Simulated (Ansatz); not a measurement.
## Single-point calculation, with input and output: Ga2O3 (part 1 of 2)

Ga2O3 (C2/m, 40 atoms in the cell), computed with DFT LDA, scalar-relativistic, plane waves, PAW, no spin polarisation (Ansatz 0.2.0).

The structure derives from a Materials Project entry. It belongs to a series of runs on one base structure; here: the perfect crystal in a cell of 40 atoms. Figures and captions count atoms from 1; the log counts them from 0 in places.

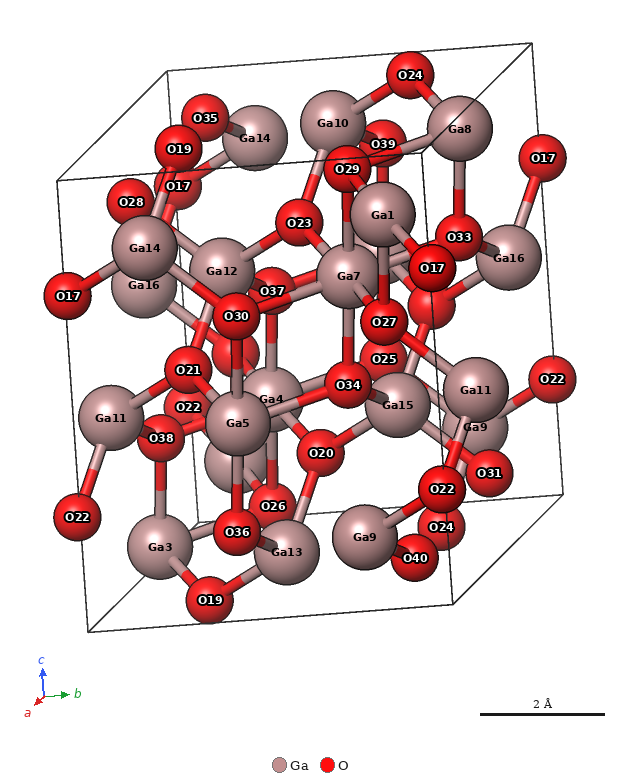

*The structure as given in the input (ball-and-stick view of the cell of the calculation, seen slightly off an axis; atoms are numbered from 1 in the order of the input).*

Near neighbours in the crystal (not all of them lie inside the picture): Ga has 6 O at 1.92 to 2.05 Å; Ga has 4 O at 1.82 to 1.85 Å; O has 3 Ga at 1.82 to 1.93 Å; O has 4 Ga at 1.85 to 2.05 Å.

Input:
```yaml
crystal:
  lattice:
    - [4.7005397755, -1.5078877696, 5.5870066031]
    - [6.0675449544, 4.5236633087, 0.0008036699]
    - [-1.3670051789, 6.0315510783, 5.5862029332]
  atoms:
    - { symbol: Ga, position: [0.848680967, 0.8335484572, 0.8370088989] }
    - { symbol: Ga, position: [0.098680967, 0.5835484572, 0.5870088989] }
    - { symbol: Ga, position: [0.598680967, 0.0835484572, 0.0870088989] }
    - { symbol: Ga, position: [0.348680967, 0.3335484572, 0.3370088989] }
    - { symbol: Ga, position: [0.901319033, 0.4164515428, 0.4129911011] }
    - { symbol: Ga, position: [0.151319033, 0.1664515428, 0.1629911011] }
    - { symbol: Ga, position: [0.651319033, 0.6664515428, 0.6629911011] }
    - { symbol: Ga, position: [0.401319033, 0.9164515428, 0.9129911011] }
    - { symbol: Ga, position: [0.034447701, 0.7841600478, 0.1704918894] }
    - { symbol: Ga, position: [0.284447701, 0.5341600478, 0.9204918894] }
    - { symbol: Ga, position: [0.784447701, 0.0341600478, 0.4204918894] }
    - { symbol: Ga, position: [0.534447701, 0.2841600478, 0.6704918894] }
    - { symbol: Ga, position: [0.715552299, 0.4658399522, 0.0795081106] }
    - { symbol: Ga, position: [0.965552299, 0.2158399522, 0.8295081106] }
    - { symbol: Ga, position: [0.465552299, 0.7158399522, 0.3295081106] }
    - { symbol: Ga, position: [0.215552299, 0.9658399522, 0.5795081106] }
    - { symbol: O, position: [0.9997810632, 0.0073638666, 0.7444223659] }
    - { symbol: O, position: [0.2497810632, 0.7573638666, 0.4944223659] }
    - { symbol: O, position: [0.7497810632, 0.2573638666, 0.9944223659] }
    - { symbol: O, position: [0.4997810632, 0.5073638666, 0.2444223659] }
    - { symbol: O, position: [0.7502189368, 0.2426361334, 0.5055776341] }
    - { symbol: O, position: [0.0002189368, 0.9926361334, 0.2555776341] }
    - { symbol: O, position: [0.5002189368, 0.4926361334, 0.7555776341] }
    - { symbol: O, position: [0.2502189368, 0.7426361334, 0.0055776341] }
    - { symbol: O, position: [0.0890876068, 0.5647491611, 0.3487100309] }
    - { symbol: O, position: [0.3390876068, 0.3147491611, 0.0987100309] }
    - { symbol: O, position: [0.8390876068, 0.8147491611, 0.5987100309] }
    - { symbol: O, position: [0.5890876068, 0.0647491611, 0.8487100309] }
    - { symbol: O, position: [0.6609123932, 0.6852508389, 0.9012899691] }
    - { symbol: O, position: [0.9109123932, 0.4352508389, 0.6512899691] }
    - { symbol: O, position: [0.4109123932, 0.9352508389, 0.1512899691] }
    - { symbol: O, position: [0.1609123932, 0.1852508389, 0.4012899691] }
    - { symbol: O, position: [0.428943355, 0.9024444491, 0.680402502] }
    - { symbol: O, position: [0.678943355, 0.6524444491, 0.430402502] }
    - { symbol: O, position: [0.178943355, 0.1524444491, 0.930402502] }
    - { symbol: O, position: [0.928943355, 0.4024444491, 0.180402502] }
    - { symbol: O, position: [0.321056645, 0.3475555509, 0.569597498] }
    - { symbol: O, position: [0.571056645, 0.0975555509, 0.319597498] }
    - { symbol: O, position: [0.071056645, 0.5975555509, 0.819597498] }
    - { symbol: O, position: [0.821056645, 0.8475555509, 0.069597498] }
basis:
  ecutwfc: 420
  xc_grid: 2
kpoints:
  mp_grid: { grid: [2, 2, 2], shift: [0.5, 0.5, 0.5] }
hamiltonian:
  xc: lda
scf:
  occupations: { method: gaussian, width: 0.01 }
output:
  forces: true
  stress: true
  eigenvalues: true
  write_density: true
  write_potential: true
  elf: true
  volumetric_format: npy
```

Launched with:
```bash
ansatz run input.yaml --threads 4 --pin off --max-ram 8192MiB --backend cpu --events-out ev --progress --plain --runs-dir out
```

The program's output:
```
Engine: ansatz 0.2.0, x86_64-unknown-linux-gnu
Pseudopotentials: kind: paw
Pseudopotential: Ga, paw, valence charge 13, recommended cutoff 420 eV (normal), Ga.paw.azcp
Pseudopotential: O, paw, valence charge 6, recommended cutoff 420 eV (normal), O.paw.azcp
Functional definition: SPW92
  exchange = slater_x
  correlation = pw_c
Crystal: 40 atoms, lattice volume = 408.887 Å³
Basis set: ecut = 420 eV, 7995 PW (Γ), exchange–correlation on 100×108×120 points (8 copies of the dense FFT grid, shifted against one another)
Bands: 216, of which v1, the nominal top of the filled ones, is band 176 counted from 1 (175 counted from 0)
Symmetry: 8 space group operations
Space group: C2/m (ITA 12), of the structure as read, at distance tolerance 7.4e-5 Å
k-points: 4 of 8
Non-local potential: Ga, projectors of the file, l = 0: 2, l = 1: 2, l = 2: 3, l = 3: 1
Non-local potential: O, projectors of the file, l = 0: 2, l = 1: 2, l = 2: 1
PAW form: soft (Blöchl's): semilocal exchange-correlation on the pseudo side does not see the compensation charge
PAW frozen core: Ga, regenerated for the run's functional, and the local potential with it (the file was generated under x = pbe(κ = 0.804, μ = 0.2195149727645171), c = pbe(β = 0.06672455060314922))
PAW frozen core: O, regenerated for the run's functional, and the local potential with it (the file was generated under x = pbe(κ = 0.804, μ = 0.2195149727645171), c = pbe(β = 0.06672455060314922))
PAW one-centre angular grid: Ga, 590 points (default); XC on 64 Gauss nodes
PAW one-centre angular grid: O, 110 points (default); XC on 64 Gauss nodes
Initial density: superposition of atomic densities (neutral atoms: chi_scale 0, normalization atom), corrected by the library's trained network
Initial wavefunctions: pseudopotential atomic-orbital guess
Functional: x = slater, c = lda
SCF iter   1: F=—  HF=-72656.000793 eV  |F-HF|=—  |Δ(HF+E_count)|=         —  Δρ=1.92e-2  dr2=1.24e0  ethr=1.77e-3  ⟨swp⟩=6.0  Hψ=3251  notcnv=0  defer=1
preconditioner: auto → Resta (q_TF=auto, 2.661 Å⁻¹)  ε∞=4.8  [insulator: Δε(μ)=3.279 eV  Ē_g=17.757 eV  σ=0.010 eV  W_gap=1.00  n_scr=128 (ndim 8)  ℏωp=34.5 eV  f_vac=0.011  D(μ)=0.00/eV (n_scr^D=0)  ε∞_Penn≈4.8]
SCF iter   2: F=—  HF=-72655.638511 eV  |F-HF|=—  |Δ(HF+E_count)|=   3.62e-1  Δρ=4.19e-3  dr2=3.16e-2  ethr=3.52e-4  ⟨swp⟩=2.0  Hψ=1252  notcnv=0  defer=137
SCF iter   3: F=—  HF=-72655.630656 eV  |F-HF|=—  |Δ(HF+E_count)|=   7.86e-3  Δρ=2.03e-3  dr2=8.92e-3  ethr=8.97e-6  ⟨swp⟩=2.2  Hψ=1115  notcnv=0  defer=137
SCF iter   4: F=—  HF=-72655.628492 eV  |F-HF|=—  |Δ(HF+E_count)|=   2.16e-3  Δρ=5.32e-4  dr2=7.69e-4  ethr=2.53e-6  ⟨swp⟩=2.0  Hψ=1202  notcnv=0  defer=137
SCF iter   5: F=—  HF=-72655.627999 eV  |F-HF|=—  |Δ(HF+E_count)|=   4.93e-4  Δρ=1.43e-4  dr2=5.89e-5  ethr=2.18e-7  ⟨swp⟩=2.0  Hψ=1409  notcnv=0  defer=137
SCF iter   6: F=—  HF=-72655.628402 eV  |F-HF|=—  |Δ(HF+E_count)|=   4.03e-4  Δρ=2.13e-5  dr2=1.57e-6  ethr=1.67e-8  ⟨swp⟩=3.0  Hψ=1468  notcnv=0  defer=137
SCF iter   7: F=—  HF=-72655.628402 eV  |F-HF|=—  |Δ(HF+E_count)|=   4.38e-8  Δρ=9.38e-6  dr2=2.82e-7  ethr=4.45e-10  ⟨swp⟩=2.0  Hψ=1419  notcnv=0  defer=137
SCF iter   8: F=-72655.628402 eV  HF=-72655.628402 eV  |F-HF|=2.24e-8  |Δ(HF+E_count)|=   1.71e-7  Δρ=3.46e-6  dr2=3.55e-8  ethr=2.84e-11  ⟨swp⟩=14.0  Hψ=7747  notcnv=0
SCF 1 converged in 8 iterations: F = -72655.628402 eV  dr2 = 3.55e-8
  greatest PAW one-centre occupation: 0.998 electrons in one spin orbital (limit 2), on the Ga atom at site 7 (counted from 0), in its partial waves of l = 2
```

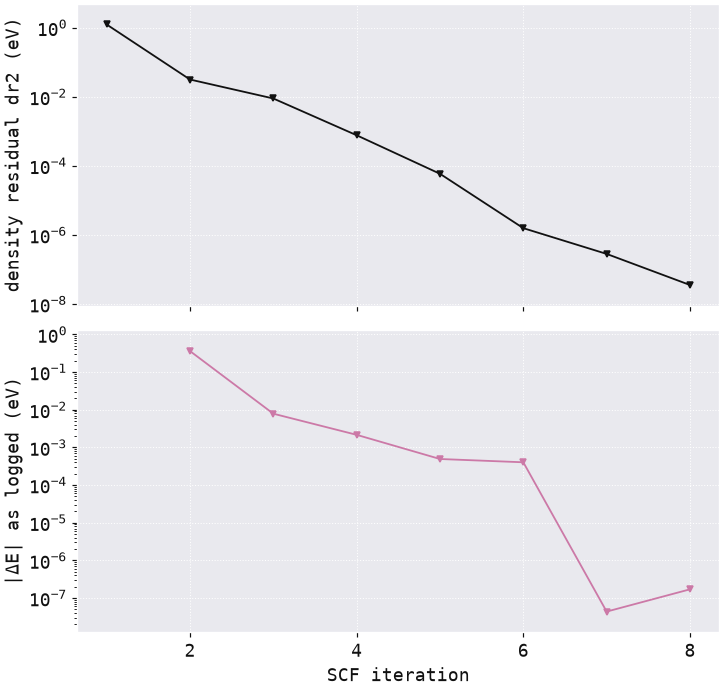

*Convergence of the self-consistent field: density residual dr2 and size of the energy change against the SCF iteration.*

The residual falls at every step.

```
SCF converged after 8 iterations
Free energy (F): -72655.628402 eV
Harris-Foulkes:  -72655.628402 eV  (|F-HF|=2.24e-8)
Internal energy: -72655.628402 eV  (E = F + TS)
E sigma→0 (E₀):  -72655.628402 eV
Fermi energy:    9.814214 eV
--- Per-component energies (eV) ---
  E_band       = -402.467588
  E_kinetic    = 6072.405261
  E_local      = -36039.935311  (includes V_loc(G=0)·N_el)
  E_nonlocal   = 8161.820911
  E_hartree    = 16158.193175
  E_xc         = -2820.433714
  E_vxc        = -3154.550570  (∫ρ·V_xc dr)
  E_paw        = -34288.461328  (= ΣΔE_a)
  E_vpaw       = -7758.663952  (= ΣTr[D̂ρ^β])
  E_aug_tail   = 0.058429  (compensation charges beyond the density's cutoff)
  E_ewald      = -29929.257620
  E_core_change = 29.981794  (= ΣΔE_core)
  E_smearing   = -0.000000  (= −TS)
  E_closure    = -0.000000  (closes the sum)
  Σ components = -72655.628402   (vs F -72655.628402, Δ=0.00e0)
--- Forces (eV/Å), atoms counted from 1 ---
  atom   1  Ga    -0.00021409     0.00004805     0.00094940
  atom   2  Ga    -0.00021409     0.00004805     0.00094940
  atom   3  Ga    -0.00021409     0.00004805     0.00094940
  atom   4  Ga    -0.00021409     0.00004805     0.00094940
  atom   5  Ga     0.00021409    -0.00004805    -0.00094940
  atom   6  Ga     0.00021409    -0.00004805    -0.00094940
  atom   7  Ga     0.00021409    -0.00004805    -0.00094940
  atom   8  Ga     0.00021409    -0.00004805    -0.00094940
  atom   9  Ga     0.00009580    -0.00010196     0.00005320
  atom  10  Ga     0.00009580    -0.00010196     0.00005320
  atom  11  Ga     0.00009580    -0.00010196     0.00005320
  atom  12  Ga     0.00009580    -0.00010196     0.00005320
  atom  13  Ga    -0.00009580     0.00010196    -0.00005320
  atom  14  Ga    -0.00009580     0.00010196    -0.00005320
  atom  15  Ga    -0.00009580     0.00010196    -0.00005320
  atom  16  Ga    -0.00009580     0.00010196    -0.00005320
  atom  17  O     -0.00070360    -0.00026401    -0.00028937
  atom  18  O     -0.00070360    -0.00026401    -0.00028937
  atom  19  O     -0.00070360    -0.00026401    -0.00028937
  atom  20  O     -0.00070360    -0.00026401    -0.00028937
  atom  21  O      0.00070360     0.00026401     0.00028937
  atom  22  O      0.00070360     0.00026401     0.00028937
  atom  23  O      0.00070360     0.00026401     0.00028937
  atom  24  O      0.00070360     0.00026401     0.00028937
  atom  25  O      0.00045346    -0.00071415    -0.00010642
  atom  26  O      0.00045346    -0.00071415    -0.00010642
  atom  27  O      0.00045346    -0.00071415    -0.00010642
  atom  28  O      0.00045346    -0.00071415    -0.00010642
  atom  29  O     -0.00045346     0.00071415     0.00010642
  atom  30  O     -0.00045346     0.00071415     0.00010642
  atom  31  O     -0.00045346     0.00071415     0.00010642
  atom  32  O     -0.00045346     0.00071415     0.00010642
  atom  33  O      0.00028381     0.00006684     0.00081277
  atom  34  O      0.00028381     0.00006684     0.00081277
  atom  35  O      0.00028381     0.00006684     0.00081277
  atom  36  O      0.00028381     0.00006684     0.00081277
  atom  37  O     -0.00028381    -0.00006684    -0.00081277
  atom  38  O     -0.00028381    -0.00006684    -0.00081277
  atom  39  O     -0.00028381    -0.00006684    -0.00081277
  atom  40  O     -0.00028381    -0.00006684    -0.00081277
  max |Σ_I F_I| component: 9.76e-19 eV/Å
--- Stress (GPa, compression-positive) ---
       -0.007177      -0.006602      -0.018320
       -0.006602       0.008760       0.010833
       -0.018320       0.010833      -0.000002
  P = ⅓ Tr σ = 0.0005 GPa (0.005 kbar)
--- Band table (eV) ---
  k-point 0: bands = ["-10.6367", "-10.0943", "-9.8396", "-9.7777", "-9.7291", "-9.6447", "-9.5317", "-9.5093", "-9.4990", "-9.3241", "-9.2696", "-9.2497", "-9.1804", "-9.1433", "-9.0989", "-9.0654", "-9.0269", "-8.9495", "-8.8785", "-8.8674", "-8.8451", "-8.8294", "-8.7965", "-8.7619", "-4.8885", "-4.8517", "-4.8494", "-4.8420", "-4.8309", "-4.7912", "-4.7782", "-4.7727", "-4.7599", "-4.7547", "-4.7462", "-4.7319", "-4.7159", "-4.7096", "-4.7058", "-4.6945",
      "-4.6945", "-4.6941", "-4.6830", "-4.6663", "-4.6587", "-4.6465", "-4.6353", "-4.6325", "-4.6304", "-4.6253", "-4.6223", "-4.6218", "-4.6142", "-4.5927", "-4.5844", "-4.5784", "-4.5728", "-4.5609", "-4.5566", "-4.5513", "-4.5293", "-4.5153", "-4.5079", "-4.4995", "-4.4936", "-4.4803", "-4.4720", "-4.4493", "-4.4390", "-4.4262", "-4.4088", "-4.3942", "-4.3747", "-4.3637", "-4.3586", "-4.3509", "-4.3488", "-4.3423", "-4.3394", "-4.3320",
      "-4.3224", "-4.3146", "-4.3015", "-4.2993", "-4.2986", "-4.2945", "-4.2851", "-4.2796", "-4.2728", "-4.2396", "-4.1912", "-4.1881", "-4.1535", "-4.1316", "-3.9879", "-3.8233", "-3.8201", "-3.7268", "-3.6244", "-3.6230", "-3.5677", "-3.4777", "-3.4404", "-3.4337", "0.9363", "1.1653", "1.2912", "1.6343", "1.7492", "1.9761", "2.0388", "2.0689", "2.4865", "2.7650", "2.7948", "2.9182", "2.9735", "2.9755", "3.0376", "3.3856",
      "3.3869", "3.7403", "3.9521", "4.0657", "4.1424", "4.1575", "4.2562", "4.2634", "4.3946", "4.6232", "4.6634", "4.8355", "4.8432", "4.8757", "4.9970", "5.0330", "5.2707", "5.3015", "5.3713", "5.4762", "5.4906", "5.6942", "5.8092", "5.8412", "5.9145", "6.0166", "6.0557", "6.1918", "6.2605", "6.3314", "6.4043", "6.5068", "6.5802", "6.5886", "6.6769", "6.8782", "6.9342", "6.9522", "6.9922", "6.9924",
      "7.1213", "7.1733", "7.2668", "7.3099", "7.3424", "7.3511", "7.4810", "7.4817", "7.5151", "7.5506", "7.5985", "7.6274", "7.8139", "7.9697", "8.0571", "8.1019", "11.5266", "13.9690", "13.9956", "14.0716", "14.3235", "14.3353", "14.5330", "14.6244", "14.7980", "15.0391", "15.0836", "15.2116", "15.3868", "15.5264", "15.6240", "16.1797", "16.1976", "16.2803", "16.3423", "16.6259", "16.7000", "16.9535", "17.0872", "17.2307",
      "17.3864", "17.6944", "17.9541", "17.9592", "18.3011", "18.4303", "18.4904", "18.6658", "18.8886", "19.0209", "19.1574", "19.2760", "19.5208", "19.5232", "19.6174", "19.9067"]
```
